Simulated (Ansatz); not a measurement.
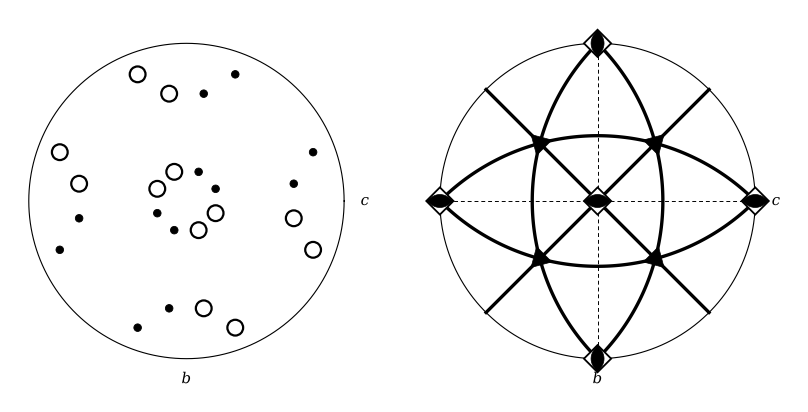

Stereographic projection: filled dots lie in the upper hemisphere, open rings in the lower; heavy lines are mirror planes (a heavy rim: a mirror in the plane of the page); lens, triangle, square and hexagon are 2-, 3-, 4- and 6-fold axes, a lens in an open square is −4, a triangle in an open hexagon −6; thin dashed diameters join the ends of axes that lie in the page; a small open circle marks inversion. The a axis points at the viewer. Left: one general form; right: the symmetry elements. Computed from the symmetry operations of a computed or model structure of composition CdTe.

Identify the point group and its elements.

Answer. -43m (Td), order 24, cubic system: three −4 axes, four threefold axes, six mirror planes.

Which physical properties does it allow?

Answer. It is not centrosymmetric; not polar, but piezoelectricity is allowed; it is not chiral.
